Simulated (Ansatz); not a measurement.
## Run report: HfSi, geometry relaxation (part 1 of 2)

HfSi (16 atoms in the cell), computed with DFT PBEsol, scalar-relativistic, plane waves, PAW, no spin polarisation (Ansatz 0.2.0).

The structure derives from an entry of the Crystallography Open Database. It belongs to a series of runs on one base structure; here: 0 of 8 Si sites taken by Pb, cell and atoms relaxed. Figures and captions count atoms from 1; the log counts them from 0 in places.

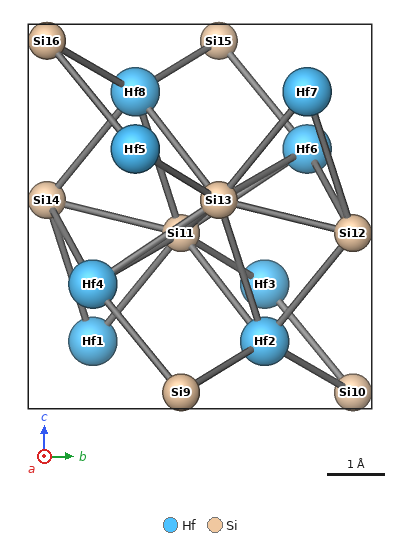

*The input geometry (ball-and-stick view of the cell of the calculation, along the a axis; atoms are numbered from 1 in the order of the input). An atom can appear more than once, as a periodic image.*

Near neighbours in the periodic cell (some may lie outside the picture): Hf has 7 Si at 2.69 to 2.87 Å; Si has 7 Hf at 2.69 to 2.87 Å and 2 Si at 2.45 Å.

Input:
```yaml
crystal:
  lattice:
    - [0.0, 3.7596398362, -5.2017439099]
    - [0.0, 3.7596398362, 5.2017439099]
    - [6.8218119251, 0.0, 0.0]
  atoms:
    - { symbol: Hf, position: [0.0617551575, 0.1882448425, 0.1755908224] }
    - { symbol: Hf, position: [0.5617551575, 0.6882448425, 0.1755908224] }
    - { symbol: Hf, position: [0.0617551575, 0.6882448425, 0.3244091776] }
    - { symbol: Hf, position: [0.5617551575, 0.1882448425, 0.3244091776] }
    - { symbol: Hf, position: [0.9382448425, 0.3117551575, 0.6755908224] }
    - { symbol: Hf, position: [0.4382448425, 0.8117551575, 0.6755908224] }
    - { symbol: Hf, position: [0.9382448425, 0.8117551575, 0.8244091776] }
    - { symbol: Hf, position: [0.4382448425, 0.3117551575, 0.8244091776] }
    - { symbol: Si, position: [0.8048993748, 0.4451006252, 0.0430603598] }
    - { symbol: Si, position: [0.3048993748, 0.9451006252, 0.0430603598] }
    - { symbol: Si, position: [0.3048993748, 0.4451006252, 0.4569396402] }
    - { symbol: Si, position: [0.8048993748, 0.9451006252, 0.4569396402] }
    - { symbol: Si, position: [0.6951006252, 0.5548993748, 0.5430603598] }
    - { symbol: Si, position: [0.1951006252, 0.0548993748, 0.5430603598] }
    - { symbol: Si, position: [0.1951006252, 0.5548993748, 0.9569396402] }
    - { symbol: Si, position: [0.6951006252, 0.0548993748, 0.9569396402] }
basis:
  ecutwfc: 420
kpoints:
  mp_grid: { grid: [6, 6, 6] }
hamiltonian:
  xc: pbesol
scf:
  occupations: { method: gaussian, width: 0.1 }
output:
  forces: true
  stress: true
  eigenvalues: true
  write_density: true
  write_potential: true
  elf: true
  volumetric_format: npy
relax:
  adjacent_minimum: "off"
  f_tol: 0.015
  max_steps: 60
  cell: { stress_tol: 0.15 }
```

Launched with:
```bash
ansatz run input.yaml --threads 2 --pin off --max-ram 5120MiB --backend cpu --events-out ev --progress --plain --runs-dir out
```

The program's output:
```
Engine: ansatz 0.2.0, aarch64-unknown-linux-gnu
Pseudopotentials: kind: paw
Pseudopotential: Hf, paw, valence charge 26, recommended cutoff 420 eV (normal), Hf.paw.azcp
Pseudopotential: Si, paw, valence charge 4, recommended cutoff 420 eV (normal), Si.paw.azcp
Functional definition: PBEsol
  exchange = pbesol_x
  correlation = pbesol_c
Crystal: 16 atoms, lattice volume = 266.824 Å³
Basis set: ecut = 420 eV, 5263 PW (Γ), exchange–correlation on 90×90×96 points (8 copies of the dense FFT grid, shifted against one another)
Bands: 144, of which v1, the nominal top of the filled ones, is band 120 counted from 1 (119 counted from 0)
Symmetry: 16 space group operations
Space group: Pnma (ITA 62), of the structure as read, at distance tolerance 6.4e-5 Å
k-points: 52 of 216
Non-local potential: Hf, projectors of the file, l = 0: 3, l = 1: 2, l = 2: 2, l = 3: 3
Non-local potential: Si, projectors of the file, l = 0: 2, l = 1: 2, l = 2: 2
PAW form: soft (Blöchl's): semilocal exchange-correlation on the pseudo side does not see the compensation charge
PAW frozen core: Hf, regenerated for the run's functional, and the local potential with it (the file was generated under x = pbe(κ = 0.804, μ = 0.2195149727645171), c = pbe(β = 0.06672455060314922))
PAW frozen core: Si, regenerated for the run's functional, and the local potential with it (the file was generated under x = pbe(κ = 0.804, μ = 0.2195149727645171), c = pbe(β = 0.06672455060314922))
PAW one-centre angular grid: Hf, 590 points (default); XC on 64 Gauss nodes
PAW one-centre angular grid: Si, 110 points (default); XC on 64 Gauss nodes
Initial density: superposition of atomic densities (neutral atoms: chi_scale 0, normalization atom), corrected by the library's trained network
Initial wavefunctions: pseudopotential atomic-orbital guess
Functional: x = pbesol(κ = 0.804, μ = 0.12345679012345678), c = pbesol(β = 0.046)
SCF iter   1: F=—  HF=-129770.580374 eV  |F-HF|=—  |Δ(HF+E_count)|=         —  Δρ=4.37e-3  dr2=1.02e-1  ethr=1.77e-3  ⟨swp⟩=5.4  Hψ=26236  notcnv=0  defer=56
preconditioner: auto → Kerker (q_TF=auto, 2.681 Å⁻¹)  [metal: Δε(μ)=0.023 eV  Ē_g=16.253 eV  σ=0.100 eV  W_gap=0.13  n_scr=78 (ndim 8)  ℏωp=34.0 eV  f_vac=0.000  D(μ)=3.20/eV (n_scr^D=16)]
SCF iter   2: F=—  HF=-129770.564599 eV  |F-HF|=—  |Δ(HF+E_count)|=   1.58e-2  Δρ=2.63e-3  dr2=3.65e-2  ethr=4.25e-5  ⟨swp⟩=2.0  Hψ=9110  notcnv=0  defer=66
SCF iter   3: F=—  HF=-129770.555516 eV  |F-HF|=—  |Δ(HF+E_count)|=   9.08e-3  Δρ=3.80e-4  dr2=5.31e-4  ethr=1.52e-5  ⟨swp⟩=2.0  Hψ=8920  notcnv=0  defer=66
SCF iter   4: F=—  HF=-129770.555377 eV  |F-HF|=—  |Δ(HF+E_count)|=   1.39e-4  Δρ=1.35e-4  dr2=7.31e-5  ethr=2.21e-7  ⟨swp⟩=2.1  Hψ=12406  notcnv=0  defer=66
SCF iter   5: F=—  HF=-129770.555125 eV  |F-HF|=—  |Δ(HF+E_count)|=   2.52e-4  Δρ=8.11e-5  dr2=2.12e-5  ethr=3.04e-8  ⟨swp⟩=2.0  Hψ=12906  notcnv=0  defer=66
SCF iter   6: F=—  HF=-129770.555047 eV  |F-HF|=—  |Δ(HF+E_count)|=   7.86e-5  Δρ=2.56e-5  dr2=3.00e-6  ethr=8.85e-9  ⟨swp⟩=2.0  Hψ=12888  notcnv=0  defer=66
SCF iter   7: F=—  HF=-129770.555046 eV  |F-HF|=—  |Δ(HF+E_count)|=   7.49e-7  Δρ=8.13e-6  dr2=3.62e-7  ethr=1.25e-9  ⟨swp⟩=2.0  Hψ=12873  notcnv=0  defer=66
SCF iter   8: F=-129770.555046 eV  HF=-129770.555046 eV  |F-HF|=1.50e-8  |Δ(HF+E_count)|=   1.51e-7  Δρ=2.07e-6  dr2=1.74e-8  ethr=4.17e-11  ⟨swp⟩=14.6  Hψ=61173  notcnv=0
SCF 1 converged in 8 iterations: F = -129770.555046 eV  dr2 = 1.74e-8
  greatest PAW one-centre occupation: 0.998 electrons in one spin orbital (limit 2), on the Hf atom at site 5 (counted from 0), in its partial waves of l = 3
relax step   1: F+E_penalty+E_count = -129770.55504580 eV  Δ(F+E_penalty+E_count) = +0.000e0 eV  max|allowed force component| = 1.688e-2 eV/Å  Δτ_max = 0.0000 Å  P = -0.011 GPa  Ω = 266.824 Å³  (8 SCF iters, dr2 threshold 1.00e-7 eV, accepted)
Crystal: 16 atoms, lattice volume = 266.768 Å³
Initial density: handed on by an earlier stage of this run
Initial wavefunctions: those handed on with the density
iter 1 solved again at ethr=9.51e-8 eV; its pass at ethr=3.10e-3 eV (dr2=2.28e-4 eV) is discarded
SCF iter   1: F=—  HF=-129770.555325 eV  |F-HF|=—  |Δ(HF+E_count)|=         —  Δρ=2.52e-4  dr2=2.38e-4  ethr=9.51e-8  ⟨swp⟩=2.3  Hψ=29216  notcnv=0
preconditioner: auto → Kerker (q_TF=auto, 2.681 Å⁻¹)  [metal: Δε(μ)=0.028 eV  Ē_g=16.242 eV  σ=0.100 eV  W_gap=0.16  n_scr=78 (ndim 8)  ℏωp=34.0 eV  f_vac=0.000  D(μ)=3.33/eV (n_scr^D=16)]
SCF iter   2: F=—  HF=-129770.555300 eV  |F-HF|=—  |Δ(HF+E_count)|=   2.49e-5  Δρ=1.44e-4  dr2=9.87e-5  ethr=9.51e-8  ⟨swp⟩=1.0  Hψ=7489  notcnv=0
SCF iter   3: F=—  HF=-129770.555178 eV  |F-HF|=—  |Δ(HF+E_count)|=   1.23e-4  Δρ=2.17e-5  dr2=2.07e-6  ethr=4.11e-8  ⟨swp⟩=2.0  Hψ=9081  notcnv=0
SCF iter   4: F=—  HF=-129770.555093 eV  |F-HF|=—  |Δ(HF+E_count)|=   8.52e-5  Δρ=1.09e-5  dr2=2.86e-7  ethr=8.61e-10  ⟨swp⟩=2.0  Hψ=13733  notcnv=0
SCF iter   5: F=—  HF=-129770.555092 eV  |F-HF|=—  |Δ(HF+E_count)|=   3.97e-7  Δρ=5.25e-6  dr2=5.42e-8  ethr=1.19e-10  ⟨swp⟩=2.0  Hψ=13735  notcnv=0
SCF iter   6: F=-129770.555092 eV  HF=-129770.555092 eV  |F-HF|=3.41e-9  |Δ(HF+E_count)|=   4.42e-9  Δρ=1.23e-6  dr2=5.76e-9  ethr=7.42e-12  ⟨swp⟩=8.5  Hψ=46901  notcnv=0
SCF 2 converged in 6 iterations: F = -129770.555092 eV  dr2 = 5.76e-9
  greatest PAW one-centre occupation: 0.998 electrons in one spin orbital (limit 2), on the Hf atom at site 7 (counted from 0), in its partial waves of l = 3
relax step   2: F+E_penalty+E_count = -129770.55509219 eV  Δ(F+E_penalty+E_count) = -4.639e-5 eV  max|allowed force component| = 1.193e-2 eV/Å  Δτ_max = 0.0020 Å  P = +0.023 GPa  Ω = 266.768 Å³  energy of the carried Pulay correction = +1.430e-5 eV  (6 SCF iters, dr2 threshold 1.78e-8 eV, accepted)
Initial wavefunctions: pseudopotential atomic-orbital guess (no wavefunctions were taken with the density)
iter 1 solved again at ethr=1.50e-7 eV; its pass at ethr=3.10e-3 eV (dr2=3.60e-4 eV) is discarded
SCF iter   1: F=—  HF=-129770.555225 eV  |F-HF|=—  |Δ(HF+E_count)|=         —  Δρ=1.82e-6  dr2=8.00e-9  ethr=1.50e-7  ⟨swp⟩=3.0  Hψ=43979  notcnv=0
eigensolver tolerance schedule: the retry pair's looser diagonalisation over-reported the residual by 44977.31 of it (diagonalisation noise at an unbounded share of the residual, at the tolerance the schedule requests for it); recorded, not acted on — ethr = c·dr2/N_el stays at c = 1.0e-1
preconditioner: auto → Kerker (q_TF=auto, 2.681 Å⁻¹)  [metal: Δε(μ)=0.029 eV  Ē_g=16.242 eV  σ=0.100 eV  W_gap=0.16  n_scr=78 (ndim 8)  ℏωp=34.0 eV  f_vac=0.000  D(μ)=3.34/eV (n_scr^D=16)]
SCF iter   2: F=—  HF=-129770.555073 eV  |F-HF|=—  |Δ(HF+E_count)|=   1.52e-4  Δρ=1.15e-6  dr2=3.47e-9  ethr=3.33e-12  ⟨swp⟩=3.7  Hψ=21306  notcnv=0
SCF iter   3: F=—  HF=-129770.555073 eV  |F-HF|=—  |Δ(HF+E_count)|=   1.82e-9  Δρ=8.47e-7  dr2=2.06e-9  ethr=1.45e-12  ⟨swp⟩=2.4  Hψ=14113  notcnv=0
SCF iter   4: F=-129770.555073 eV  HF=-129770.555073 eV  |F-HF|=4.95e-10  |Δ(HF+E_count)|=  2.33e-10  Δρ=2.72e-7  dr2=2.00e-10  ethr=1.00e-12  ⟨swp⟩=8.5  Hψ=43646  notcnv=0
SCF 3 converged in 4 iterations: F = -129770.555073 eV  dr2 = 2.00e-10
relax step   3: F+E_penalty+E_count = -129770.55507290 eV  Δ(F+E_penalty+E_count) = +1.929e-5 eV  max|allowed force component| = 1.194e-2 eV/Å  Δτ_max = 0.0000 Å  P = +0.023 GPa  Ω = 266.768 Å³  stress off target by 6.31e-2 GPa  SCF on the basis re-selected at this cell (its energy is not comparable with the rows above)  (4 SCF iters)
```

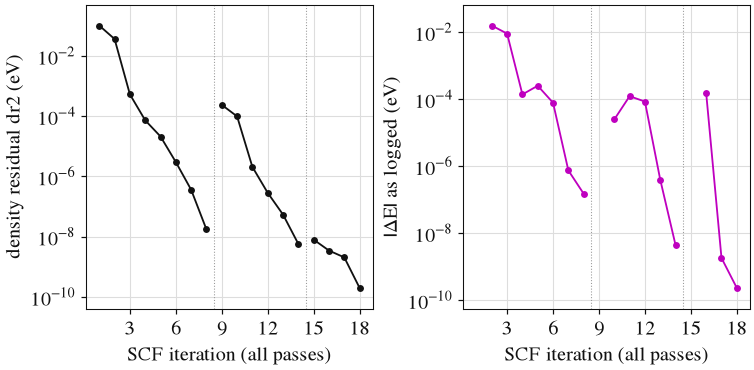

*Convergence of the self-consistent field: density residual dr2 and size of the energy change against the SCF iteration. The dotted lines part the SCF passes of the relaxation: geometry steps, rejected trials and re-solves on a re-selected basis.*

The passes take 8, 6 and 4 iterations.

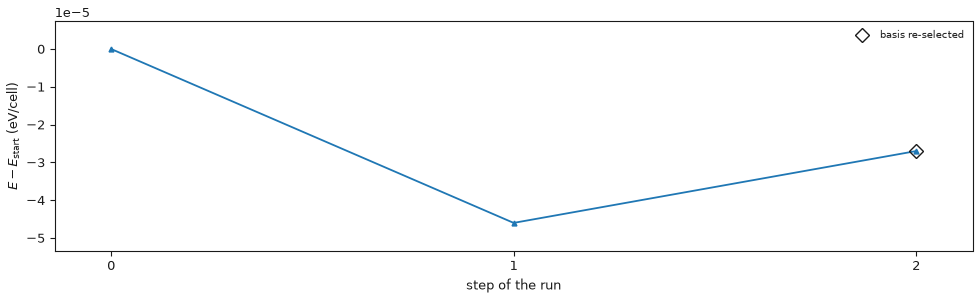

*Progress of the relaxation, step by step (the first geometry is step 0 here and step 1 in the log).*

Over 1 geometry step the energy falls by next to nothing (0.0 meV per cell of the calculation). The largest force component goes from 0.017 to 0.012 eV/Å. The pressure goes from −0.01 to 0.02 GPa. The atoms keep their places relative to the cell (all moves are under 0.005 Å). The space group stays Pnma (No. 62). A last SCF at the same geometry on a re-selected plane-wave basis shifts the energy by +0.0 meV per cell of the calculation.

```
basis re-selected at this cell: Δ(F+E_penalty+E_count) = +1.929e-5 eV, ΔP = +0.000 GPa vs the last step (what re-selecting the basis moved, of the pressure what is left beyond the Pulay correction that the steps carried, after the strain that the cell walked since its last selection, with what the two solves' SCF thresholds leave and, on support functions, any second-order correction that the steps lacked; it is no measure of the basis error at this ecutwfc). This SCF's stress stands 6.31e-2 GPa from its target on what of the cell is left free (relax.cell.stress_tol is 1.50e-1 GPa) and its largest allowed force component is 1.19e-2 eV/Å (relax.f_tol is 1.50e-2 eV/Å): within both
SCF converged after 4 iterations
Free energy (F): -129770.555073 eV
Harris-Foulkes:  -129770.555073 eV  (|F-HF|=4.95e-10)
Internal energy: -129770.538379 eV  (E = F + TS)
E sigma→0 (E₀):  -129770.546726 eV
Entropy (-TS):   -0.016694 eV (-1.043 meV/atom)
Fermi energy:    17.881579 eV
--- Per-component energies (eV) ---
  E_band       = 253.074558
  E_kinetic    = 3747.375188
  E_local      = -45965.236150  (includes V_loc(G=0)·N_el)
  E_nonlocal   = -9703.342026
  E_hartree    = 21676.872619
  E_xc         = -2837.069588
  E_vxc        = -2527.042219  (∫ρ·V_xc dr)
  E_paw        = -58445.807926  (= ΣΔE_a)
  E_vpaw       = 11347.576125  (= ΣTr[D̂ρ^β])
  E_aug_tail   = 0.000038  (compensation charges beyond the density's cutoff)
  E_ewald      = -38253.591751
  E_core_change = 10.261218  (= ΣΔE_core)
  E_smearing   = -0.016694  (= −TS)
  E_closure    = 0.000000  (closes the sum)
  Σ components = -129770.555073   (vs F -129770.555073, Δ=0.00e0)
--- Forces (eV/Å), atoms counted from 1 ---
  atom   1  Hf     0.00454983    -0.00000000     0.01193510
  atom   2  Hf     0.00454983    -0.00000000     0.01193510
  atom   3  Hf    -0.00454983    -0.00000000     0.01193510
  atom   4  Hf    -0.00454983    -0.00000000     0.01193510
  atom   5  Hf     0.00454983     0.00000000    -0.01193510
  atom   6  Hf     0.00454983     0.00000000    -0.01193510
  atom   7  Hf    -0.00454983     0.00000000    -0.01193510
  atom   8  Hf    -0.00454983     0.00000000    -0.01193510
  atom   9  Si     0.00055229    -0.00000000    -0.00643523
  atom  10  Si     0.00055229    -0.00000000    -0.00643523
  atom  11  Si    -0.00055229    -0.00000000    -0.00643523
  atom  12  Si    -0.00055229    -0.00000000    -0.00643523
  atom  13  Si     0.00055229     0.00000000     0.00643523
  atom  14  Si     0.00055229     0.00000000     0.00643523
  atom  15  Si    -0.00055229     0.00000000     0.00643523
  atom  16  Si    -0.00055229     0.00000000     0.00643523
  max |Σ_I F_I| component: 1.73e-18 eV/Å
--- Stress (GPa, compression-positive) ---
       -0.020402       0.000000       0.000000
        0.000000       0.063109       0.000000
        0.000000       0.000000       0.027237
  P = ⅓ Tr σ = 0.0233 GPa (0.233 kbar)
--- Band table (eV; the first three rows and the last of 52) ---
  k-point 0: bands = ["-43.8387", "-43.8241", "-43.8214", "-43.8214", "-43.8184", "-43.8184", "-43.8166", "-43.8083", "-12.7537", "-12.7537", "-12.7349", "-12.7332", "-12.7027", "-12.7027", "-12.6945", "-12.6496", "-12.6496", "-12.6169", "-12.6081", "-12.5877", "-12.5318", "-12.4879", "-12.4879", "-12.4799", "-12.4754", "-12.4754", "-12.4292", "-12.4211", "-12.4198", "-12.3846", "-12.3846", "-12.3560", "5.6993", "6.1423", "6.1518", "6.1518", "6.1535", "6.1535", "6.1536", "6.1564", "6.1584", "6.1594", "6.1617", "6.1641", "6.1641", "6.1652", "6.1652", "6.1661", "6.1662", "6.1662", "6.1683", "6.1698", "6.1701", "6.1705", "6.1705", "6.1712", "6.1737", "6.1754", "6.1765", "6.1765", "6.1770", "6.1771", "6.1771", "6.1787", "6.1795", "6.1820", "6.1824", "6.1848", "6.1856", "6.1856", "6.1896", "6.1896", "6.1905", "6.1905", "6.1910", "6.1915", "6.1915", "6.1921", "6.1928", "6.1935", "6.2008", "6.2013", "6.2013", "6.2028", "6.2028", "6.2032", "6.2091", "6.2092", "6.2407", "7.6641", "8.9137", "8.9137", "9.3578", "9.3578", "10.7371", "10.9777", "12.1715", "12.1715", "12.5430", "13.4936", "13.4936", "13.4936", "13.5605", "14.0502", "14.8566", "14.8566", "15.0512", "15.1281", "15.1281", "15.1933", "15.5121", "15.7356", "17.0424", "17.0604", "17.0604", "17.3021", "17.3021", "17.3399", "17.5498", "17.6179", "17.8142", "17.8142", "18.2542", "18.5300", "18.7595", "18.7595", "18.7692", "19.1472", "19.1612", "19.8561", "19.8999", "20.4312", "20.8912", "20.8912", "21.1227", "21.1227", "21.2059", "21.6644", "21.7736", "21.7736", "21.8916", "22.1192", "22.2792", "22.6007"]
```
